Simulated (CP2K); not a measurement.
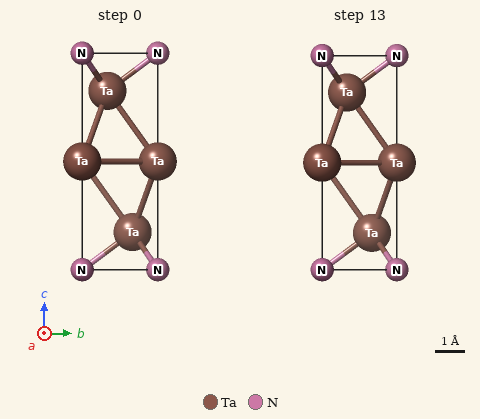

The structure of crystalline Ta3N (set up in P-3m1) before (left) and after (right) a relaxation, at one scale.

A ball-and-stick model of the cell of the calculation, seen along the a axis.

The run lets cell and atoms move.

All numbers below come from Kohn-Sham DFT of a periodic cell, PBEsol, GTH-PBE with UZH-TZVP basis (CP2K 2026.2).

Input file:
```
&GLOBAL
  PROJECT ta3n_vcrelax
  RUN_TYPE CELL_OPT
  PRINT_LEVEL LOW
&END GLOBAL
&FORCE_EVAL
  METHOD QS
  STRESS_TENSOR ANALYTICAL
  &DFT
    BASIS_SET_FILE_NAME BASIS_MOLOPT_UZH
    POTENTIAL_FILE_NAME POTENTIAL_UZH
    &MGRID
      CUTOFF 450
      REL_CUTOFF 60
      NGRIDS 4
    &END MGRID
    &QS
      METHOD GPW
      EPS_DEFAULT 1.0E-10
      EXTRAPOLATION USE_PREV_P
    &END QS
    &KPOINTS
      SCHEME MONKHORST-PACK 8 8 3
      GAMMA_CENTERED T
    &END KPOINTS
    &SCF
      SCF_GUESS ATOMIC
      EPS_SCF 1.0E-6
      MAX_SCF 100
      ADDED_MOS 23
      CHOLESKY OFF
      EPS_EIGVAL 1.0E-7
      &DIAGONALIZATION ON
        ALGORITHM STANDARD
      &END DIAGONALIZATION
      &MIXING ON
        METHOD BROYDEN_MIXING
        ALPHA 0.4
        BETA 1.5
        NBUFFER 8
      &END MIXING
      &SMEAR ON
        METHOD FERMI_DIRAC
        ELECTRONIC_TEMPERATURE [K] 300.557
      &END SMEAR
    &END SCF
    &XC
      &XC_FUNCTIONAL
        &GGA_X_PBE_SOL
        &END GGA_X_PBE_SOL
        &GGA_C_PBE_SOL
        &END GGA_C_PBE_SOL
      &END XC_FUNCTIONAL
    &END XC
    &PRINT
      &KPOINTS ON
      &END KPOINTS
      &MULLIKEN ON
        &EACH
          CELL_OPT 0
        &END EACH
        ADD_LAST NUMERIC
      &END MULLIKEN
      &MO ON
        ENERGIES T
        OCCUPATION_NUMBERS T
        &EACH
          QS_SCF 0
          CELL_OPT 0
        &END EACH
        ADD_LAST NUMERIC
      &END MO
      &LOWDIN ON
        &EACH
          CELL_OPT 0
        &END EACH
        ADD_LAST NUMERIC
      &END LOWDIN
      &HIRSHFELD ON
        SHAPE_FUNCTION DENSITY
        &EACH
          CELL_OPT 0
        &END EACH
        ADD_LAST NUMERIC
      &END HIRSHFELD
    &END PRINT
  &END DFT
  &SUBSYS
    &CELL
      A 3.0322239879 0.0000000000 0.0000000000
      B -1.5161119940 2.6259830035 0.0000000000
      C 0.0000000000 0.0000000000 7.5241370000
      PERIODIC XYZ
    &END CELL
    &COORD
      SCALED
      Ta  0.6666666667 0.3333333333 0.8260700000
      Ta  0.3333333333 0.6666666667 0.1739300000
      Ta  0.0000000000 0.0000000000 0.5000000000
      N   0.0000000000 0.0000000000 0.0000000000
    &END COORD
    &KIND Ta
      BASIS_SET TZVP-MOLOPT-PBE-GTH-q13
      POTENTIAL GTH-PBE-q13
    &END KIND
    &KIND N
      BASIS_SET TZVP-MOLOPT-PBE-GTH-q5
      POTENTIAL GTH-PBE-q5
    &END KIND
    &PRINT
      &ATOMIC_COORDINATES ON
      &END ATOMIC_COORDINATES
      &CELL ON
      &END CELL
    &END PRINT
  &END SUBSYS
  &PRINT
    &FORCES ON
    &END FORCES
    &STRESS_TENSOR ON
    &END STRESS_TENSOR
  &END PRINT
&END FORCE_EVAL
&MOTION
  &CELL_OPT
    OPTIMIZER BFGS
    MAX_ITER 40
    MAX_FORCE [eV*angstrom^-1] 0.03
    RMS_FORCE [eV*angstrom^-1] 0.03
    MAX_DR 1.0E-2
    RMS_DR 1.0E-2
    EXTERNAL_PRESSURE [bar] 0.0
    PRESSURE_TOLERANCE [bar] 500
    KEEP_SPACE_GROUP T
  &END CELL_OPT
  &PRINT
    &TRAJECTORY ON
    &END TRAJECTORY
    &CELL ON
    &END CELL
    &FORCES ON
    &END FORCES
    &STRESS ON
    &END STRESS
    &RESTART OFF
    &END RESTART
    &RESTART_HISTORY OFF
    &END RESTART_HISTORY
  &END PRINT
&END MOTION
```

Run as
```bash
OMP_NUM_THREADS=1 mpirun -n 3 cp2k.psmp -i ta3n_vcrelax.inp -o ta3n_vcrelax.out
```

**Describe what moved and what it gained.**

The largest moves relative to the cell, 0.013 Å, are those of Ta atoms. N stays in place. Cell: a = b 3.032 → 3.004 Å (−0.9 %), c 7.524 → 7.441 Å (−1.1 %), γ 120.0° → 120.3°. Volume −3.2 %. Near-neighbour distances that change, for instance: Ta–Ta 3.149 → 3.091 Å, Ta–Ta 3.032 → 2.990 Å, N–Ta 2.186 → 2.152 Å. Within 0.06 Å the space group is P-3m1 at the start and P-3m1 at the end; at a tighter tolerance small leftover displacements or strains of the cell lower it. After 13 geometry steps the energy has fallen by 60.3 meV per cell of the calculation. The largest force component goes from 0.49 to 0.018 eV/Å.
